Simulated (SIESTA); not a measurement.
# A series of single points on Cu

System: Cu (1 atom in the cell).
Method: Kohn-Sham DFT of a periodic cell, RPBE, PseudoDojo 0.4 standard, converted to PSML, no spin polarisation (SIESTA 5.4.2).

The 7 runs differ only in the geometry, by an even scaling of the cell at fixed fractional positions. The structure derives from an entry of the Crystallography Open Database.

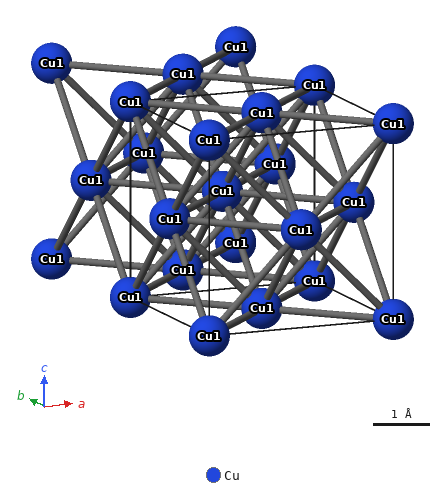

Figure 1. The structure of run 4 (ball-and-stick view of the cell 4 times as large as that of the calculation, set on its symmetry axes, repeated 1 × 2 × 1, seen slightly off an axis; atoms are numbered from 1 in the order of the input). An atom can appear more than once, as a periodic image.

**Input of run 4**
```
SystemName                      Copper
SystemLabel                     Cu
NumberOfSpecies                 1
NumberOfAtoms                   1
%block ChemicalSpeciesLabel
  1  29 Cu
%endblock ChemicalSpeciesLabel

LatticeConstant                 1.0 Ang
%block LatticeVectors
     0.0000000000     1.8075000000     1.8075000000
     1.8075000000     0.0000000000     1.8075000000
     1.8075000000     1.8075000000     0.0000000000
%endblock LatticeVectors
AtomicCoordinatesFormat         Fractional
%block AtomicCoordinatesAndAtomicSpecies
     0.0000000000     0.0000000000     0.0000000000  1  Cu
%endblock AtomicCoordinatesAndAtomicSpecies

%block kgrid.MonkhorstPack
   13   0   0  0.0
    0  13   0  0.0
    0   0  13  0.0
%endblock kgrid.MonkhorstPack
XC.Functional                   GGA
XC.Authors                      RPBE
PAO.BasisSize                   DZP
PAO.EnergyShift                 0.003 Ry
Mesh.Cutoff                     800 Ry
OccupationFunction              FD
ElectronicTemperature           0.05 eV
MaxSCFIterations                120
SCF.MustConverge                false
SCF.Mixer.Method                Pulay
SCF.Mixer.Weight                0.25
SCF.Mixer.History               8
SCF.DM.Tolerance                5.0e-05
SCF.H.Tolerance                 1.0e-03 eV
WriteForces                     true
Charge.Mulliken                 end
%block PAO.Basis
  Cu 5
  n=3 0 2
    2.369 0.000
  n=4 0 2
    7.370 0.000
  n=3 1 2
    2.657 0.000
  n=4 1 1
    7.370
  n=3 2 2
    4.898 0.000
%endblock PAO.Basis
```

Command:
```bash
siesta Cu.fdf > Cu.out 2>&1
```

Lattice vectors (Å) and fractional positions of run 4:
```
   0.000000    1.807500    1.807500
   1.807500    0.000000    1.807500
   1.807500    1.807500    0.000000
Cu  0.000000  0.000000  0.000000
```

Run 2 differs from it as follows:
```diff
-     0.0000000000     1.8075000000     1.8075000000
-     1.8075000000     0.0000000000     1.8075000000
-     1.8075000000     1.8075000000     0.0000000000
+     0.0000000000     1.7830713297     1.7830713297
+     1.7830713297     0.0000000000     1.7830713297
+     1.7830713297     1.7830713297     0.0000000000
```

**Results, with one run withheld**

| run | volume per atom (Å³) | free energy per atom, from the lowest run given (meV) | pressure (GPa) |
| --- | --- | --- | --- |
| 1 | 11.102 | 70.06 | 18.80 |
| 2 | 11.338 | ? | ? |
| 3 | 11.574 | 26.38 | 10.89 |
| 4 | 11.810 | 13.07 | 7.15 |
| 5 | 12.047 | 4.77 | 4.27 |
| 6 | 12.283 | 0.24 | 1.74 |
| 7 | 12.519 | 0.00 | −0.70 |

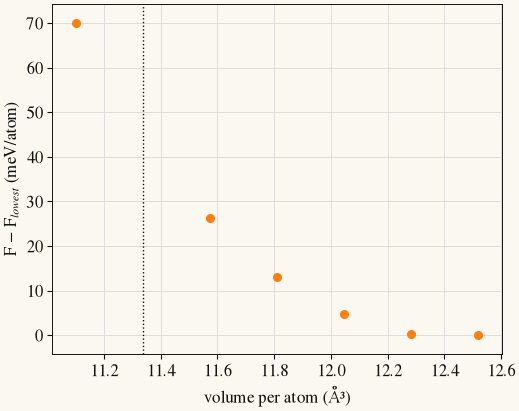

Figure 2. Free energy per atom of the runs given; the dotted line marks run 2.

What should run 2 give?

A cubic polynomial in V^(−2/3) (the Birch–Murnaghan form), fitted to the 6 runs given, misses them by at most 0.17 meV per atom. With x = V^(−2/3) − 0.19214 Å⁻², it reads F = 10.385 + 3737.7 x + 3.3449e+05 x² + 1.2875e+06 x³ (meV per atom). At run 2 it gives 45.14 meV per atom, and the run itself gives 45.28. The slope of the fit gives a pressure −dF/dV of 14.73 GPa there, and the run prints 14.80 GPa. The two needn't agree exactly: the fit is approximate, and the printed stress is taken on a finite basis. The fit has its minimum at 12.430 Å³ per atom, where V d²F/dV² gives 124 GPa: the bulk modulus at this level, since symmetry fixes the shape and the positions.

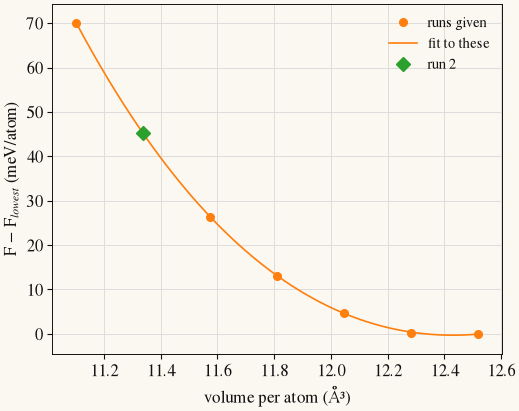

Figure 3. The fit and the withheld run.

**Some lines of the output (run 2)**
```
[...]
outcell: Cell volume (Ang**3)        :     11.3380
stepf: Fermi-Dirac step function
siesta: Etot    =     -5153.820984
siesta: FreeEng =     -5153.825246
        iscf     Eharris(eV)        E_KS(eV)     FreeEng(eV)     dDmax    Ef(eV) dHmax(eV)
siesta: E_KS(eV) =            -5160.5591
siesta: E_KS - E_eggbox =     -5160.5591
siesta: Etot    =     -5160.559080
siesta: FreeEng =     -5160.561777
siesta:         Fermi =      -1.812466
siesta: Cell volume =         11.337992 Ang**3
    Orbital volume contribution        =           0.848688 eV
```

Notes on the run: xc_check: WARNING: Pseudopotential generated with GGA PBE functional. Points of doubt noted for this run: mulliken charges of long orbitals. With a small basis of atomic orbitals these values can differ much from converged plane-wave results.
